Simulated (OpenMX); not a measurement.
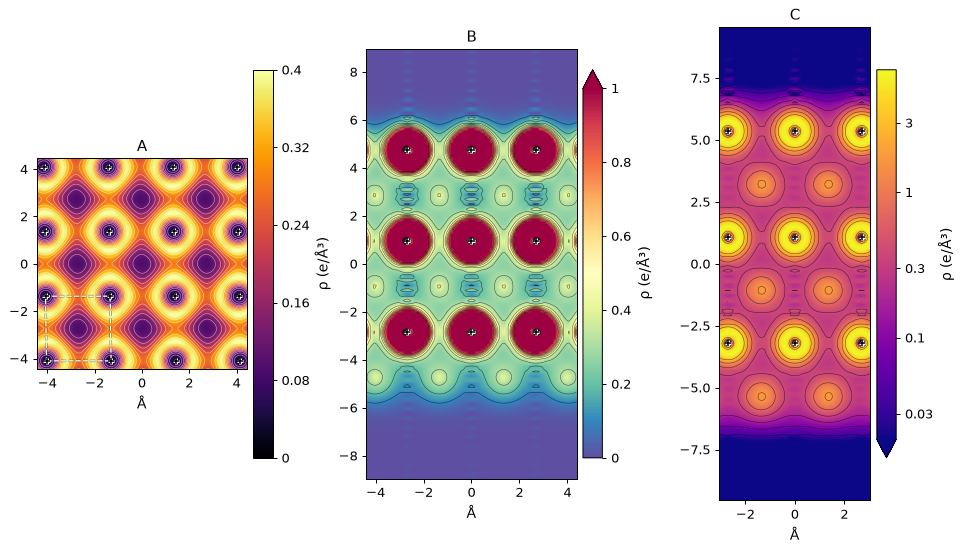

The valence pseudo-density of 3 systems, each on a plane through atoms (crosses mark nuclei in the plane).

All numbers below come from OpenMX 3.8.5, Kohn-Sham DFT of a periodic cell, PBE, OpenMX 2013 PBE set.

System 1: Ge, the (010) plane of the standardised cell. Space group P-1; a structure from a database of computed crystals, not necessarily the ambient phase; changed on purpose from its base cell (cell strained at random at fixed volume).

```yaml
crystal:
  lattice:
    - [2.72709, -0.00373, 0.02108]
    - [0.00695, -5.26136, 0.00557]
    - [-0.02036, 0.00289, -2.73319]
  atoms:
    - { symbol: Ge, position: [0.00000, 0.50000, 0.00000] }
    - { symbol: Ge, position: [0.50000, 0.00000, 0.00000] }
```

System 2: Rh (slab), the (010) plane of the calculation cell, a cut from vacuum to vacuum. Not relaxed (largest force 0.5 eV/Å).

```
CELL_PARAMETERS angstrom
2.68920 0.00000 0.00000
0.00000 2.68920 0.00000
0.00000 0.00000 24.50775
ATOMIC_POSITIONS crystal
Rh 0.50000 0.50000 0.30603
Rh 0.00000 0.00000 0.38362
Rh 0.50000 0.50000 0.46121
Rh 0.00000 0.00000 0.53879
Rh 0.50000 0.50000 0.61638
Rh 0.00000 0.00000 0.69397
```

System 3: Ru (slab), the (010) plane of the calculation cell, a cut from vacuum to vacuum. Not relaxed (largest force 0.7 eV/Å).

```
Ru
1.0
     2.70580    0.00000    0.00000
    -1.35290    2.34329    0.00000
     0.00000    0.00000   25.70475
Ru
6
Direct
  0.66667 0.33333 0.29177
  0.33333 0.66667 0.37506
  0.66667 0.33333 0.45835
  0.33333 0.66667 0.54165
  0.66667 0.33333 0.62494
  0.33333 0.66667 0.70823
```

Question: Which map belongs to which system?

Answer: Panel A is system 1, Ge: the plane holds Ge. Ge–Ge (2.73 Å): ρ at the midpoint is about 0.28 e/Å³. Panel B is system 2, Rh: the plane holds Rh. Rh–Rh (2.69 Å): ρ is about 0.41 e/Å³ halfway. Panel C is system 3, Ru: the plane holds Ru. Ru–Ru (2.71 Å): the density is about 0.41 e/Å³ at the midpoint.
